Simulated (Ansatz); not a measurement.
Al$_{8}$HO: geometry relaxation (part 2 of 2)

The same run, continued: Al$_{8}$HO (slab, 10 atoms in the cell); DFT PBEsol, scalar-relativistic, plane waves, PAW, no spin polarisation (Ansatz 0.2.0); cutoff 420 eV, 12×12×1 k-mesh, Gaussian smearing of 0.1 eV. The structure derives from a Materials Project entry. The input holds or restrains some coordinates. Forces given for the steps count only the free coordinates. It belongs to a series of runs on one base structure; here: OH put at a top Al site.

Geometry of the input (Å; fractional positions):
```
2.8363  0.0000  0.0000
-1.4181  2.4563  0.0000
0.0000  0.0000  36.1938
Al 0.3333  0.6667  0.2348
Al 0.0000  0.0000  0.2992
Al 0.6667  0.3333  0.3636
Al 0.0000  0.0000  0.4280
Al 0.3333  0.6667  0.4919
Al 0.0000  0.0000  0.5566
Al 0.6667  0.3333  0.6213
Al 0.0000  0.0000  0.6870
O  0.0000  0.0000  0.7390
H  -0.0787  0.0841  0.7633
```

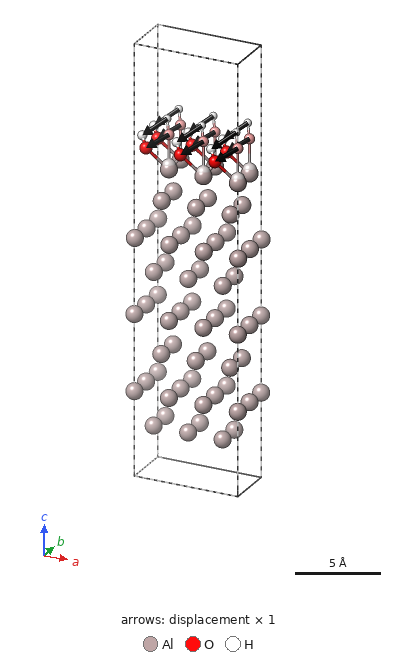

Start (faint) and end (solid) with the displacements as black arrows, at true length (ball-and-stick view of the 3 × 2 repeat of the cell, with the vacuum cut short, seen slightly off an axis). Over 21 geometry steps the energy falls by 122 meV per atom. Largest force component: 3.1 eV/Å at the start, 0.017 eV/Å at the end. The line search rejected the trial step at point 20 (counted from 0) and went back. The largest move is that of H10, 1.77 Å. By element the largest moves are H 1.77 Å, O 1.58 Å, Al 0.21 Å. The cell doesn't change. Among the contacts that change: Al8–O9 3.403 → 1.978 Å, O9–H10 0.967 → 0.983 Å. New bonds form: Al8–O9 (3.40 → 1.98 Å). Among the angles that change: Al8–O9–H10 155.6° → 115.6°. (Atoms are counted from 1 in the order of the input.)

```
WARN: The output density's exchange-correlation potential varies sharply where the density is thin. Do not read a vacuum level from v_tot or v_xc, or from such a field of the output density. On a cell that repeats whose density bears no net charge and no dipole along the vacuum's axis use v_es (v_loc + v_h of the components); under efield.dipole_correction with no amplitude use v_es + v_field, which holds any external_charges[].barrier, or the levels of the report's work_function block, which leave it out; under a non-zero efield.amplitude the vacuum is tilted and has no level; on a cell that repeats and bears such a dipole with no correction it is tilted too, and efield.dipole_correction with no amplitude gives each side of its ramp a level where efield: is served; in a cell that repeats whose density bears a net charge (total_charge, or a fill off its count) it is curved and has none; of a slab under crystal.periodic whose density bears no net charge use v_es, which has a level on each side, short of where the two are joined; of another it falls or rises all the way out and has none; of a slab beside external_charges read slab_vacuum_level instead, which it has where they leave it neutral. The grid or the basis barely resolves most such structure, and the values can differ between equally converged runs; as a rule a tighter scf.convergence.dr2_threshold does not remove it. Where the density itself ripples (under the LDA too) a higher basis.ecutwfc lessens it. The files hold the spikes' plane waves up to the density's cutoff. Files: v_tot_of_output_density and the like, and their columns of v_z.tsv (output.write_potential); v_xc_of_output_density and the like, and their columns of v_comp_z.tsv (output.write_potential_components). Measured: with its Gaussian average of σ = 0.25 Å subtracted twice, the exchange-correlation potential is over 0.1 eV at 11 of the grid points where the equally averaged density (valence and model cores) is under 1e-3 e/Å³, and 0.190 eV at the most among them, at an averaged density of 3.3e-8 e/Å³. The input density's (outcome.potential() and, of a run that writes arrays, v_tot and v_xc) is over 0.1 eV, so measured, at 9 points of its own thin density, 0.114 eV at the most. See output.write_potential in the manual, Limitations
SCF converged after 9 iterations
Free energy (F): -4772.858684 eV
Harris-Foulkes:  -4772.858684 eV  (|F-HF|=2.55e-11)
Internal energy: -4772.842529 eV  (E = F + TS)
E sigma→0 (E₀):  -4772.850607 eV
Entropy (-TS):   -0.016155 eV (-1.615 meV/atom)
Fermi energy:    3.205407 eV
Dipole field:    D = 0.059924 V/Å  (p = 0.083503 e·Å, saw-weighted, corrected)
Work function:   Φ+ = 1.9413 eV   Φ− = 4.1101 eV
Levels:          The Fermi level and band energies are counted from a zero that moves with the ramp; work functions are not
--- Per-component energies (eV) ---
  E_band       = -89.987071
  E_kinetic    = 374.620574
  E_local      = -13871.305385  (includes V_loc(G=0)·N_el)
  E_nonlocal   = 133.341885
  E_hartree    = 6839.541009
  E_xc         = -397.212015
  E_vxc        = -338.598175  (∫ρ·V_xc dr)
  E_paw        = -3791.044226  (= ΣΔE_a)
  E_vpaw       = -65.831799  (= ΣTr[D̂ρ^β])
  E_aug_tail   = 0.001279  (compensation charges beyond the density's cutoff)
  E_efield     = 0.002502  (sawtooth field / dipole correction)
  E_vefield    = -1.297395  (∫n·V_field dr)
  E_ewald      = 5939.023447
  E_core_change = 0.188400  (= ΣΔE_core)
  E_smearing   = -0.016155  (= −TS)
  E_closure    = -0.000000  (closes the sum)
  Σ components = -4772.858684   (vs F -4772.858684, Δ=0.00e0)
--- Forces (eV/Å), atoms counted from 1 ---
  atom   1  Al     0.00094320    -0.00056957     0.00477226
  atom   2  Al    -0.00207691     0.00120249     0.03626665
  atom   3  Al    -0.00340178     0.00209445    -0.04765474
  atom   4  Al     0.00665725    -0.00224243     0.00935476
  atom   5  Al     0.00057654    -0.00242150     0.00780971
  atom   6  Al    -0.00494843     0.00159473    -0.00913718
  atom   7  Al     0.01007162    -0.00200775    -0.01687088
  atom   8  Al    -0.00372462     0.00886601     0.00879987
  atom   9  O     -0.01300740    -0.01237981     0.00687582
  atom  10  H      0.00891046     0.00586595    -0.00021699
  max |Σ_I F_I| component: 2.58e-6 eV/Å
--- Band table (eV; the first three rows and the last of 74) ---
  k-point 0: bands = ["-19.5883", "-8.1913", "-7.8483", "-7.4513", "-6.8907", "-6.1637", "-5.2772", "-4.1958", "-2.9944", "-1.9801", "-1.5778", "-1.2667", "0.1985", "1.7705", "3.2960", "4.3499", "5.1630", "5.7131", "6.3754", "7.1209", "7.3912", "8.5810", "8.6732", "10.0754", "10.4357", "11.8837"]
  k-point 1: bands = ["-19.5301", "-8.0618", "-7.6860", "-7.2929", "-6.7385", "-6.0136", "-5.1295", "-4.0531", "-2.8865", "-2.0421", "-1.8205", "-1.1271", "0.3696", "1.9526", "3.4979", "4.5037", "5.3439", "5.8628", "6.5601", "7.2621", "7.5720", "8.7534", "8.8004", "10.2039", "10.5329", "11.4314"]
  k-point 2: bands = ["-19.3665", "-7.7136", "-7.1970", "-6.8175", "-6.2828", "-5.5650", "-4.6928", "-3.6642", "-2.8935", "-2.3217", "-1.8077", "-0.6999", "0.8404", "2.4436", "4.0323", "4.9470", "5.8424", "6.3050", "7.0595", "7.6297", "7.9969", "8.4441", "8.5225", "8.9377", "9.1634", "9.2933"]
  k-point 73: bands = ["-18.5504", "-7.7222", "-4.0338", "-2.3358", "-1.9828", "-1.9045", "-1.6699", "-1.6135", "-1.2467", "-1.1643", "-0.6005", "-0.5368", "0.4149", "0.5152", "1.2199", "1.8889", "2.6653", "2.9452", "3.9932", "4.4262", "5.3657", "5.9998", "6.8542", "7.5231", "8.1750", "8.6458"]
--- Relaxed structure (22 steps of the walk, 21 accepted, 0 SCFs on fresh bases) ---
  F+E_penalty+E_count = -4772.85868393 eV   max|allowed force component| = 1.687e-2 eV/Å
  atoms:
    - { symbol: Al, position: [0.3333333333, 0.6666666667000001, 0.23484710179999999] }
    - { symbol: Al, position: [0.0, 0.0, 0.29923768359999997] }
    - { symbol: Al, position: [0.6666666667000001, 0.33333333330000003, 0.3636282653] }
    - { symbol: Al, position: [0.0, 0.0, 0.4280188471] }
    - { symbol: Al, position: [0.33912710263834794, 0.6626593139144332, 0.4913574446625004] }
    - { symbol: Al, position: [0.018116257028395213, -0.016126699456488727, 0.5554347054269017] }
    - { symbol: Al, position: [0.6860343426536607, 0.3143409092294161, 0.6197361655286306] }
    - { symbol: Al, position: [0.002336826313330555, -0.0001551292166911352, 0.6811546749687868] }
    - { symbol: O, position: [-0.4955795718998951, -0.50030867787147, 0.7191882894524776] }
    - { symbol: H, position: [-0.6555883252837478, -0.34490042698715206, 0.7358892240429368] }
```

## Trajectory as extended XYZ (Å, eV, eV/Å), 10 of the 22 frames kept, from step=1 to step=22
```
10
Lattice="2.8363 0.0000 0.0000 -1.4181 2.4563 0.0000 0.0000 0.0000 36.1938" Properties=species:S:1:pos:R:3:forces:R:3 step=1 energy=-4771.63549
Al    0.0000    1.6375    8.5000   -0.0003   0.0002   0.0279
Al    0.0000    0.0000   10.8305   -0.0020   0.0012   0.0481
Al    1.4181    0.8188   13.1611    0.0010  -0.0006  -0.0279
Al    0.0000    0.0000   15.4916    0.0002  -0.0001   0.0256
Al    0.0000    1.6375   17.8037   -0.0022   0.0013   0.0392
Al    0.0000    0.0000   20.1443    0.0099  -0.0060  -0.0493
Al    1.4181    0.8188   22.4875   -0.0073   0.0045   0.1359
Al    0.0000    0.0000   24.8655   -0.1185   0.0715   3.1229
O     0.0000    0.0000   26.7455    0.7267  -0.4381  -2.5996
H    -0.3425    0.2066   27.6255   -0.6076   0.3663  -0.7213
10
Lattice="2.8363 0.0000 0.0000 -1.4181 2.4563 0.0000 0.0000 0.0000 36.1938" Properties=species:S:1:pos:R:3:forces:R:3 step=3 energy=-4772.30412
Al    0.0000    1.6375    8.5000    0.0001  -0.0001   0.0474
Al    0.0000    0.0000   10.8305   -0.0009   0.0005   0.0590
Al    1.4181    0.8188   13.1611   -0.0001   0.0001  -0.0440
Al    0.0000    0.0000   15.4916    0.0008  -0.0004   0.0658
Al    0.0016    1.6365   17.8235    0.0001  -0.0002   0.0357
Al    0.0099   -0.0060   20.1736   -0.0001   0.0000   0.0313
Al    1.4423    0.8042   22.5756    0.0226  -0.0134   0.1346
Al    0.1070   -0.0643   25.0025   -0.0289   0.0184  -1.7405
O     0.0661   -0.0399   26.6505   -0.1993   0.1184   2.5401
H    -0.5501    0.3316   27.3261    0.2070  -0.1239  -1.1265
10
Lattice="2.8363 0.0000 0.0000 -1.4181 2.4563 0.0000 0.0000 0.0000 36.1938" Properties=species:S:1:pos:R:3:forces:R:3 step=6 energy=-4772.53405
Al    0.0000    1.6375    8.5000   -0.0001   0.0000   0.0148
Al    0.0000    0.0000   10.8305   -0.0006   0.0003   0.0356
Al    1.4181    0.8188   13.1611    0.0017  -0.0010  -0.0393
Al    0.0000    0.0000   15.4916    0.0132  -0.0074   0.0355
Al    0.0377    1.6163   17.7983    0.0017  -0.0010   0.0452
Al    0.0857   -0.0480   20.1383    0.0037  -0.0015  -0.0138
Al    1.5330    0.7560   22.4914   -0.0018   0.0018  -0.0214
Al    0.1582   -0.0865   24.7714   -0.0156   0.0137  -0.1124
O    -0.0402    0.0153   26.4765   -0.1854   0.1040   0.1357
H    -0.8298    0.4849   26.8449    0.1827  -0.1085  -0.0777
10
Lattice="2.8363 0.0000 0.0000 -1.4181 2.4563 0.0000 0.0000 0.0000 36.1938" Properties=species:S:1:pos:R:3:forces:R:3 step=8 energy=-4772.53973
Al    0.0000    1.6375    8.5000    0.0000  -0.0001   0.0016
Al    0.0000    0.0000   10.8305   -0.0023   0.0010   0.0323
Al    1.4181    0.8188   13.1611    0.0021  -0.0010  -0.0386
Al    0.0000    0.0000   15.4916    0.0137  -0.0058   0.0096
Al    0.0345    1.6223   17.7857   -0.0016   0.0004  -0.0177
Al    0.0743   -0.0312   20.0932    0.0014   0.0022   0.0072
Al    1.4982    0.7911   22.4173   -0.0044   0.0037   0.0051
Al    0.0982   -0.0334   24.6791    0.0026   0.0152   0.0507
O    -0.1040    0.0079   26.3903   -0.0732   0.0128  -0.0288
H    -0.8866    0.4804   26.7604    0.0621  -0.0285  -0.0218
10
Lattice="2.8363 0.0000 0.0000 -1.4181 2.4563 0.0000 0.0000 0.0000 36.1938" Properties=species:S:1:pos:R:3:forces:R:3 step=10 energy=-4772.56075
Al    0.0000    1.6375    8.5000    0.0000  -0.0003   0.0050
Al    0.0000    0.0000   10.8305   -0.0051   0.0007   0.0333
Al    1.4181    0.8188   13.1611    0.0019  -0.0003  -0.0386
Al    0.0000    0.0000   15.4916    0.0103   0.0057  -0.0202
Al    0.0221    1.6515   17.7767   -0.0030  -0.0020   0.0400
Al    0.0598    0.0325   20.0942    0.0081   0.0093   0.0057
Al    1.4805    0.8822   22.4302    0.0247  -0.0035   0.0234
Al    0.1137    0.0562   24.7053   -0.0624   0.0834   0.2070
O    -0.3399   -0.1320   26.3803    0.1812  -0.2987  -0.3947
H    -1.0595    0.4124   26.7566   -0.1556   0.2058   0.1391
10
Lattice="2.8363 0.0000 0.0000 -1.4181 2.4563 0.0000 0.0000 0.0000 36.1938" Properties=species:S:1:pos:R:3:forces:R:3 step=13 energy=-4772.70889
Al    0.0000    1.6375    8.5000    0.0002   0.0001   0.0070
Al    0.0000    0.0000   10.8305   -0.0069   0.0017   0.0374
Al    1.4181    0.8188   13.1611    0.0011  -0.0001  -0.0492
Al    0.0000    0.0000   15.4916    0.0099   0.0207   0.0289
Al    0.0240    1.6982   17.7920   -0.0004   0.0078   0.0033
Al    0.0945    0.1433   20.1162    0.0078   0.0088   0.0027
Al    1.5281    1.0462   22.4602    0.0167  -0.0028   0.0370
Al    0.1121    0.2941   24.7028   -0.0573   0.1316   0.0045
O    -0.7207   -0.5016   26.1511   -0.0050   0.1458   0.0298
H    -1.1796    0.1795   26.7060    0.0340  -0.3118  -0.0992
10
Lattice="2.8363 0.0000 0.0000 -1.4181 2.4563 0.0000 0.0000 0.0000 36.1938" Properties=species:S:1:pos:R:3:forces:R:3 step=15 energy=-4772.82340
Al    0.0000    1.6375    8.5000   -0.0003   0.0001   0.0039
Al    0.0000    0.0000   10.8305   -0.0075   0.0043   0.0379
Al    1.4181    0.8188   13.1611    0.0016   0.0017  -0.0491
Al    0.0000    0.0000   15.4916    0.0124   0.0318   0.0147
Al    0.0306    1.7287   17.7872   -0.0013   0.0162   0.0027
Al    0.1236    0.1992   20.1084    0.0043   0.0070  -0.0093
Al    1.5433    1.1483   22.4415   -0.0413   0.0176  -0.1069
Al    0.0522    0.5240   24.6420   -0.0515  -0.0353   0.2957
O    -0.6996   -0.6644   26.0309   -0.2119   0.3816   0.2400
H    -1.3128   -0.1692   26.6433    0.2958  -0.4243  -0.4290
10
Lattice="2.8363 0.0000 0.0000 -1.4181 2.4563 0.0000 0.0000 0.0000 36.1938" Properties=species:S:1:pos:R:3:forces:R:3 step=17 energy=-4772.85191
Al    0.0000    1.6375    8.5000    0.0003  -0.0003   0.0055
Al    0.0000    0.0000   10.8305   -0.0058   0.0031   0.0359
Al    1.4181    0.8188   13.1611   -0.0008   0.0042  -0.0476
Al    0.0000    0.0000   15.4916    0.0098   0.0339   0.0020
Al    0.0232    1.7298   17.7845   -0.0036   0.0010   0.0063
Al    0.0951    0.1719   20.1013    0.0030  -0.0102  -0.0081
Al    1.5245    1.0559   22.4268   -0.0069   0.0031   0.0158
Al    0.0348    0.3577   24.6596   -0.0002  -0.0096   0.0112
O    -0.6716   -0.8615   26.0363   -0.0005  -0.0063   0.0125
H    -1.3334   -0.4690   26.6479    0.0062  -0.0149  -0.0347
10
Lattice="2.8363 0.0000 0.0000 -1.4181 2.4563 0.0000 0.0000 0.0000 36.1938" Properties=species:S:1:pos:R:3:forces:R:3 step=20 energy=-4772.85768
Al    0.0000    1.6375    8.5000    0.0007  -0.0005   0.0053
Al    0.0000    0.0000   10.8305   -0.0025   0.0014   0.0347
Al    1.4181    0.8188   13.1611   -0.0032   0.0024  -0.0452
Al    0.0000    0.0000   15.4916    0.0083   0.0026  -0.0116
Al    0.0244    1.6432   17.7775   -0.0023   0.0049   0.0334
Al    0.0801    0.0090   20.0985    0.0068  -0.0066  -0.0419
Al    1.5258    0.8321   22.4158   -0.0153  -0.0033   0.0480
Al    0.0190    0.0600   24.6514    0.0006   0.0103  -0.0116
O    -0.6889   -1.1680   26.0300   -0.0452  -0.0217   0.0137
H    -1.3756   -0.8014   26.6314    0.0521   0.0106  -0.0249
10
Lattice="2.8363 0.0000 0.0000 -1.4181 2.4563 0.0000 0.0000 0.0000 36.1938" Properties=species:S:1:pos:R:3:forces:R:3 step=22 energy=-4772.85868
Al    0.0000    1.6375    8.5000    0.0009  -0.0006   0.0048
Al    0.0000    0.0000   10.8305   -0.0021   0.0012   0.0363
Al    1.4181    0.8188   13.1611   -0.0034   0.0021  -0.0477
Al    0.0000    0.0000   15.4916    0.0067  -0.0022   0.0094
Al    0.0221    1.6277   17.7841    0.0006  -0.0024   0.0078
Al    0.0743   -0.0396   20.1033   -0.0049   0.0016  -0.0091
Al    1.5000    0.7721   22.4306    0.0101  -0.0020  -0.0169
Al    0.0068   -0.0004   24.6535   -0.0037   0.0089   0.0088
O    -0.6961   -1.2289   26.0301   -0.0130  -0.0124   0.0069
H    -1.3703   -0.8472   26.6346    0.0089   0.0059  -0.0002
```

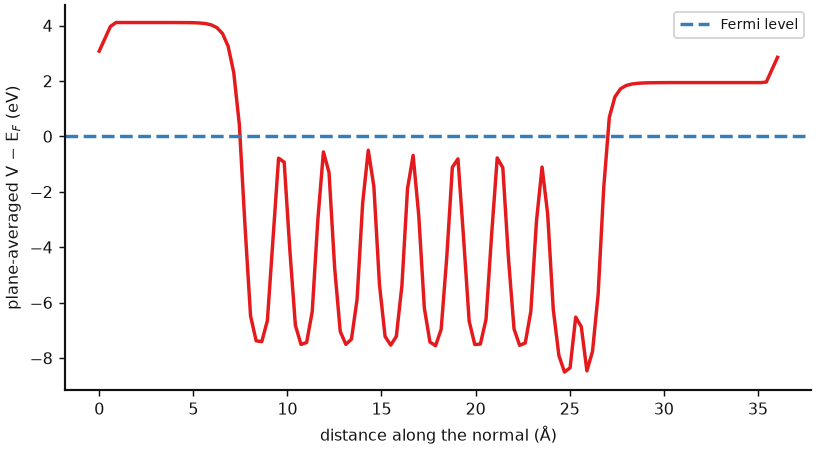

Plane average of the electrostatic potential energy of an electron across the cell, from the Fermi level. The vacuum level lies 1.94 eV above the Fermi level on the upper side and 4.11 eV on the lower.

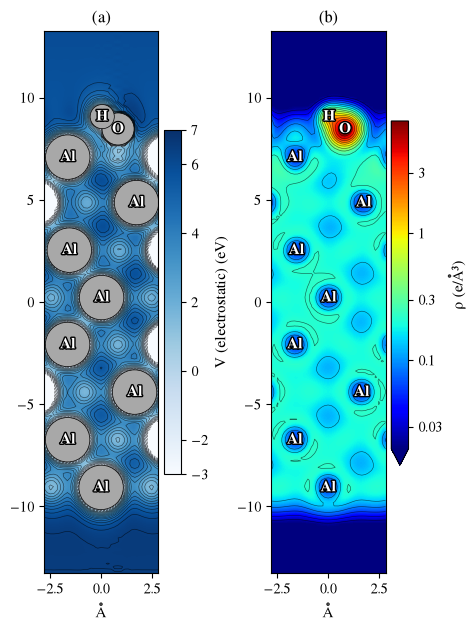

(a) electrostatic potential (local pseudopotential plus Hartree) felt by an electron; (b) valence electron density on the (110) plane of the calculation cell, a cut from vacuum to vacuum. Grey discs, where drawn, cover atomic cores. Atoms in the plane: Al, O and H. O–H (0.98 Å): ρ at the midpoint is about 3.6 e/Å³. The density dies away to nearly zero in the vacuum. The fields are those of the smooth PAW valence density.

## Summary

| quantity | value |
| --- | --- |
| outcome | converged under the restraints of the input |
| electrons treated | 31 |
| free energy | −4772.8587 eV |
| work function, top face | 1.94 eV |
| work function, bottom face | 4.11 eV |
| Fermi energy | 3.205 eV |
| gap on the k-point mesh | none (metallic) |
| final volume | 252.15 Å³ |
| work function (upper face) | 1.94 eV |
| largest force (length of the vector) at the end, held atoms and coordinates included | 0.048 eV/Å |
| wall time | 12 min (CPU time 24 min) |
| peak memory | 0.78 GiB |

## Remarks

Warnings of the run: the exchange-correlation potential is rough where the density is thin. The cell holds an odd number of electrons but the run has no spin polarisation, so a band is left half filled.
